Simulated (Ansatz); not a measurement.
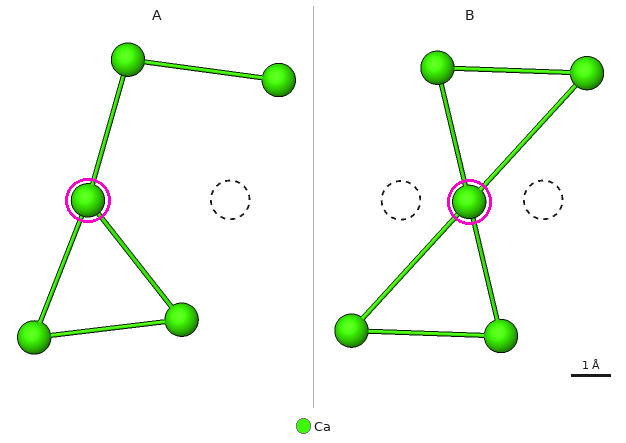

A vacancy jump of calcium in Ca (I4/mmm phase), in a neutral cell with 23 atoms, whose images lie 10.7 Å apart. One frame is the relaxed vacancy; in the other the neighbouring Ca atom (ringed) was set half-way along its jump of 3.80 Å and all atoms were relaxed in the symmetry of that start. Dashed circles mark empty sites. Style: ball-and-stick. Shown: the slice 3.8 Å thick through the jump, out to 5.1 Å from its middle, across the jump.

Computed with Ansatz 0.2.0, DFT PBE, scalar-relativistic, plane waves, PAW. Settings: plane-wave cutoff 420 eV; k-point mesh 4 × 4 × 4; occupations gaussian; smearing width 0.1 eV; no spin polarisation; atoms relaxed in a fixed cell; force threshold 0.02 eV/Å.

Which frame is the half-way one, and how far apart are the two in energy?

Answer. Frame B is the half-way start after relaxation. It lies 0.26 eV above the relaxed vacancy. The atom stays half-way, on the straight line. The symmetry of the start was kept and can hold it there, so for a path with one hump at the middle this is the barrier or an upper bound to it. There it has 6 Ca as nearest neighbours, the closest at 3.72 Å. Both cells are metallic on the mesh.
